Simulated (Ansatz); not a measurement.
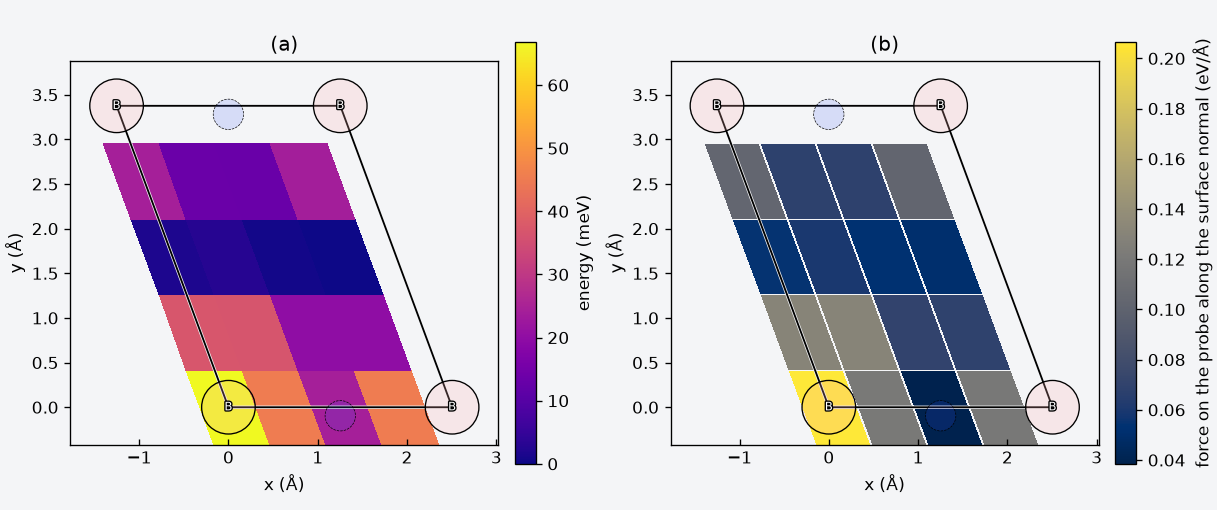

N₂ on a BN(101) slab cut from the R3m phase, its upper half relaxed before the scan (12 atoms of substrate and one adsorbate in a 2 × 1 cell). N2 is moved over the surface cell at a fixed height above a rigid substrate; the origin of the map has the adsorbate above B11; the height is held at 2.90 Å. Places are given modulo a cell vector. The map is drawn in real space over the plane of the surface. The grid has 4 × 4 points. Places are given in fractions of the 1 × 1 surface cell. Energies are in meV, from the lowest grid point. At a fixed height the lowest place need not be the adsorption site. Method: DFT PBE+D3(BJ), scalar-relativistic, plane waves, PAW in Ansatz 0.2.0. Settings: cutoff 420 eV, k-mesh 6×8×1, gaussian smearing 0.05 eV, no spin polarisation.

Panel (a) is the energy; panel (b) is the computed force on the probe along the surface normal, in eV/Å.

Drawn: one coloured cell a grid point, labelled circles for the atoms of the top layer and small ones for the second layer, the outline of one cell of the plane.

Question: How does the force on the probe along the surface normal vary over the map, and what is it at the lowest grid point?

Answer: It runs from 0.04 eV/Å at a bridge site between two B atoms, over a second-layer N atom, (2/4, 0/4) of the cell vectors to 0.21 eV/Å at the top site over a surface B atom, (0/4, 0/4) of the cell vectors. At the lowest grid point, (3/4, 2/4) of the cell vectors, it is 0.05 eV/Å.

PAW datasets: the set soft_1.
